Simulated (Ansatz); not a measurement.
# Single-point calculation of InSb (part 2 of 2)

Continued. System: InSb (slab, 10 atoms in the cell). Method: DFT, r2SCAN, plane waves, PAW, spin-polarised (Ansatz 0.2.0); cutoff 30 eV, 8×6×1 k-mesh, Gaussian smearing of 0.1 eV, collinear spins. The structure derives from an entry of the Crystallography Open Database. Some settings of this run were made unusual or wrong on purpose.

Geometry of the input (Å; fractional positions):
```
4.6352  0.0000  0.0000
0.0000  6.5552  0.0000
0.0000  0.0000  24.2704
In 0.5000  0.5000  0.3090
Sb 0.0000  0.2500  0.3090
In 0.0000  0.0000  0.4045
Sb 0.5000  0.7500  0.4045
In 0.5000  0.5000  0.5000
Sb 0.0000  0.2500  0.5000
In 0.0000  0.0000  0.5955
Sb 0.5000  0.7500  0.5955
In 0.5000  0.5000  0.6910
Sb 0.0000  0.2500  0.6910
```

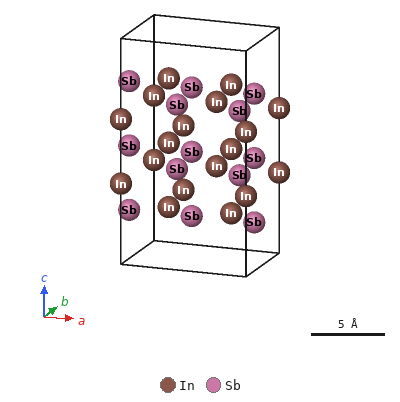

**Figure 1.** The structure (spheres-only view of the 2 × 1 repeat of the cell, with the vacuum cut short, seen slightly off an axis). An atom can appear more than once, as a periodic image.

```
the search or the solves at the SCF's close seem to have found levels that the self-consistency loop had missed (the run counts 1). By its estimate they hold under 1e-12 electrons; where the run keeps them, the occupations were computed again with them
WARN: the starting moments were not kept: the SCF closed with an absolute magnetisation of 2.1e-5 μB, where they sum to 4 μB in size (4 sites). That is at most 0.1 of that sum. Measured as dr2_m measures the in/out step, that magnetisation stands 8.1e-12 eV from none, at or under the dr2_threshold of 1.0e-7 eV: it is no larger than a step whose dr2_m would equal this threshold. The system may hold no moment; this SCF shows only that its start led to no more than that. To try another start: raise the starting moments (crystal.atoms[].spin, magnetization.per_species, magnetization.initial_magnetization, or on a non-collinear deck that types none of these the spinor_matrix: blocks that start its atoms; where the total moment is fixed, keep their sum and leave initial_magnetization as it is; typed ones take the place of any that the run laid by itself, positive ones on a crystal's lanthanoids without a Hubbard term where scf.initial_density.shell_occupations: [] is typed) or, if the notice of its spin-set hold's release reads "site moments contracting" or "site moments show no strong build", lengthen the hold (scf.mixing.spin_hold: { on: { confirm: 4 } }; for m-r²SCAN on two components see the key's manual first). Each may lead to a state that holds a moment. A second SCF, from the converged charge density, with the starting moments and any scf.initial_density.shell_occupations laid on it anew, would have followed, and was not run: the deck does not ask for one (magnetization.retry_lost_moments is false, the default). To let it run, set magnetization.retry_lost_moments: true and run the deck again, where that key's refused combinations let it; where memory then withholds it, that run's warning says so.
this state was not tested for a lower state beside it, because the mixer in use, unlike msr1, does not test its closes by its own steps (another_mixer; see scf.mixing.algorithm and scf.lower_state_search)
SCF converged after 16 iterations
Magnetization: -0.0000 μB (70.0000 up, 70.0000 down)
Absolute magnetization: 0.0000 μB (∫|ρ↑−ρ↓|, with the PAW one-centre terms)
Spin contamination: 0.0000 ħ² per cell (⟨S²⟩ above its minimum at these occupations)
Per-site moments (μB) at R_I (Å): [(-4.078258591907582e-7, 1.1708669185413743), (-4.950677754767286e-7, 1.1708669185413743), (-9.284839166286983e-8, 1.1708669185413743), (-3.9082554180582226e-8, 1.1708669185413743), (-6.83842042712018e-8, 1.1708669190793084), (-4.630984013175914e-9, 1.1708669190793084), (-2.3221698959365607e-8, 1.170866918541374), (-4.8196088165901375e-9, 1.170866918541374), (-5.331738043920648e-8, 1.170866918541374), (1.8430875358857915e-7, 1.170866918541374)]
Free energy (F): -53535.010107 eV
Harris-Foulkes:  -53535.010107 eV  (|F-HF|=1.91e-8)
Internal energy: -53534.984866 eV  (E = F + TS)
E sigma→0 (E₀):  -53534.997486 eV
Entropy (-TS):   -0.025240 eV (-2.524 meV/atom)
Fermi energy:    4.162310 eV
Dipole field:    D = -0.000026 V/Å  (p = -0.000107 e·Å, saw-weighted, corrected)
Work function:   Φ+ = 14.7024 eV (in doubt: plateau slope 6.2e-1 eV/Å)   Φ− = 14.9243 eV (in doubt: plateau slope 4.1e-1 eV/Å)
Levels:          The Fermi level and band energies are counted from a zero that moves with the ramp; work functions are not
Vacuum region:   at the solve's end the planar-averaged density reaches 3.25e-3 e/Å³ inside the ramp window [0.9388, 0.0612] (bound 1e-5 e/Å³)
--- Per-component energies (eV) ---
  E_band       = -2692.392301
  E_kinetic    = 2145.045929
  E_local      = -67763.086362  (includes V_loc(G=0)·N_el)
  E_nonlocal   = 1574.424706
  E_hartree    = 31738.562686
  E_xc         = -2298.161699
  E_vxc        = -1980.887040  (∫ρ·V_xc dr)
  E_paw        = -40879.907415  (= ΣΔE_a)
  E_vpaw       = -243.011390  (= ΣTr[D̂ρ^β])
  E_aug_tail   = -0.443150  (compensation charges beyond the density's cutoff)
  E_vtau       = 98.409168  (kinetic-family band-sum trace: ∫τ·v_τ [+ j·A + Jᵃ·Aᵃ] dr)
  E_efield     = 0.000000  (sawtooth field / dipole correction)
  E_vefield    = 0.000000  (∫n·V_field dr)
  E_ewald      = 21941.222525
  E_core_change = 7.357914  (= ΣΔE_core)
  E_smearing   = -0.025240  (= −TS)
  E_closure    = 0.000000  (closes the sum)
  Σ components = -53535.010107   (vs F -53535.010107, Δ=0.00e0)
--- Forces (eV/Å), atoms counted from 1 ---
  atom   1  In     0.00000000    14.65592009   -13.66084977
  atom   2  Sb     0.00000000   -15.67869401   -10.07261859
  atom   3  In     0.00000000     0.25076797     3.01775135
  atom   4  Sb     0.00000000     0.94223562     4.60297346
  atom   5  In     0.00000000     0.05357953    -0.00004968
  atom   6  Sb     0.00000000    -0.38125129    -0.00003651
  atom   7  In     0.00000000     0.25082315    -3.01771187
  atom   8  Sb     0.00000000     0.94216766    -4.60308848
  atom   9  In     0.00000000    14.65597546    13.66063868
  atom  10  Sb     0.00000000   -15.67876492    10.07242349
  max |Σ_I F_I| component: 1.28e-2 eV/Å
--- Stress (GPa, compression-positive) ---
       36.647970       0.000000       0.000000
        0.000000      25.237798       0.000001
        0.000000       0.000001      33.688751
  P = ⅓ Tr σ = 31.8582 GPa (318.582 kbar)
--- Band table (eV; the first three rows and the last of 40) ---
  k-point 0 ↑: bands = ["-60.5775", "-59.9235", "-59.4960", "-58.5155", "-58.3531", "-46.0874", "-45.8450", "-45.0963", "-44.8542", "-44.3656", "-34.5790", "-33.8148", "-32.2896", "-32.2091", "-31.9271", "-31.5570", "-31.5002", "-31.0590", "-30.8698", "-30.8550", "-30.3209", "-30.1433", "-30.1187", "-28.1649", "-28.0209", "-20.3390", "-19.9595", "-19.2060", "-18.8073", "-18.6750", "-18.3102", "-18.2848", "-17.4209", "-17.2636", "-16.8018", "-16.5799", "-16.3073", "-15.8075", "-15.6452", "-15.1617", "-7.3414", "-6.5506", "-4.2143", "-3.7206", "-2.6024", "-2.2822", "-2.0792", "-1.9323", "-1.6414", "-1.2191", "-1.2150", "-1.0379", "-0.6525", "-0.1507", "0.2862", "0.5588", "0.5964", "0.7771", "1.7082", "1.8524", "2.0764", "2.7488", "3.0180", "3.0793", "3.4173", "3.4659", "3.4838", "4.2386", "4.5468", "4.5814", "5.5012", "5.8865", "5.9865", "6.0122", "8.8561", "8.9016", "9.4579", "9.7071", "9.8112", "9.8200", "9.9804", "10.6161", "11.2114", "11.3483", "11.6977", "11.8166", "12.0086"]
  k-point 1 ↑: bands = ["-61.2606", "-60.6510", "-59.7740", "-59.1658", "-58.9531", "-46.3842", "-46.1940", "-45.2943", "-45.0136", "-44.6339", "-35.1647", "-35.1553", "-34.7366", "-33.5440", "-32.2522", "-32.0837", "-31.5910", "-31.3807", "-31.3676", "-31.2921", "-31.0779", "-30.5190", "-30.0884", "-28.9442", "-28.4656", "-20.9581", "-20.9470", "-20.0942", "-19.5491", "-19.2324", "-18.9922", "-18.5718", "-17.9700", "-17.9407", "-16.7666", "-16.7092", "-16.3093", "-16.2545", "-15.6423", "-15.1493", "-7.2750", "-6.4787", "-5.0749", "-4.1460", "-3.6790", "-3.6600", "-2.6557", "-2.5014", "-2.0288", "-1.8959", "-1.7047", "-1.6591", "-1.0973", "-0.6791", "-0.0845", "0.0931", "0.2225", "0.8555", "1.1149", "1.2416", "1.4658", "1.9768", "2.2885", "2.3866", "2.7304", "3.2420", "3.4828", "3.4841", "3.9274", "4.4319", "4.9374", "5.6912", "6.2558", "6.4025", "7.8969", "8.3025", "8.8421", "9.2682", "9.4652", "9.7421", "9.9142", "10.2419", "10.4505", "10.7597", "11.0732", "11.2942", "11.3444"]
  k-point 2 ↑: bands = ["-61.2683", "-60.9764", "-60.9069", "-60.1333", "-58.4322", "-46.4805", "-46.4803", "-45.6571", "-45.6271", "-44.5759", "-35.7377", "-35.5666", "-35.2199", "-33.3266", "-32.9701", "-32.8626", "-32.7403", "-31.9705", "-31.9109", "-31.8640", "-31.6970", "-30.9726", "-30.8569", "-28.9895", "-28.5954", "-21.3827", "-21.3545", "-20.6917", "-19.4493", "-19.0870", "-18.3657", "-18.0032", "-17.8969", "-17.8299", "-17.7110", "-16.8260", "-16.3519", "-16.3272", "-16.2129", "-16.1905", "-7.3915", "-5.8602", "-5.4756", "-4.6374", "-4.5181", "-4.1311", "-4.1256", "-4.0350", "-4.0194", "-2.7901", "-2.6703", "-2.5537", "-2.1246", "-1.2956", "-1.2683", "-0.4768", "-0.2081", "0.3415", "0.4683", "1.6839", "1.6992", "2.0596", "2.1755", "2.2612", "3.1984", "3.2336", "3.3115", "3.9294", "4.2042", "4.6539", "4.6826", "4.7190", "5.5505", "5.6350", "7.1106", "7.7014", "8.1936", "8.2838", "8.4505", "8.8711", "8.9712", "9.4982", "9.7742", "9.9976", "10.4051", "10.7118", "10.9659"]
  k-point 19 ↓: bands = ["-62.3523", "-62.2569", "-61.8495", "-60.6898", "-59.7473", "-47.0495", "-46.8023", "-46.4131", "-45.6221", "-45.3887", "-36.8938", "-36.1538", "-36.0362", "-35.7056", "-35.6071", "-34.5096", "-34.4916", "-33.3043", "-33.1994", "-32.7224", "-32.1496", "-31.7216", "-31.1205", "-29.3536", "-28.8632", "-22.2124", "-21.7248", "-21.6847", "-21.5392", "-20.8696", "-20.7144", "-19.4552", "-18.7933", "-18.7812", "-18.3742", "-17.4599", "-17.4461", "-16.1801", "-13.9897", "-13.6881", "-7.6026", "-7.4127", "-7.0824", "-6.9154", "-6.4988", "-6.4941", "-5.6862", "-5.1571", "-4.2169", "-3.9965", "-3.9202", "-3.8810", "-3.4849", "-3.4840", "-2.1002", "-1.9642", "-1.3851", "-0.6781", "-0.6104", "-0.4867", "-0.1474", "-0.1442", "0.2822", "0.3949", "0.9499", "1.0573", "2.4107", "2.7895", "2.9914", "3.4104", "3.5700", "3.7001", "4.8842", "5.3996", "5.9292", "5.9945", "8.1855", "8.4413", "8.6179", "8.8812", "9.1373", "9.2339", "9.4995", "9.5255", "9.7184", "9.9448", "9.9522"]
```

What the run reported:

- outcome: converged
- electrons treated: 140
- free energy: −53535.0101 eV
- Fermi energy: 4.162 eV
- gap on the k-point mesh: none (metallic)
- net moment of the cell: 0.00 μB
- integrated absolute moment: 0.00 μB
- largest force (length of the vector): 20.035 eV/Å
- wall time: 9.9 s (CPU time 19 s)
- peak memory: 0.44 GiB

A setting was made wrong on purpose: a cutoff far too low (`basis.ecutwfc`). The plane-wave basis is far from complete, so energies, forces and above all the stress are wrong. The program still converged, but the numbers can't be taken as results for the intended system. Notes on the run: the cutoff is below the recommended one; some starting moments were not kept; the state was not tested for a lower one; the density in the vacuum is higher than it should be, so vacuum levels may be off.
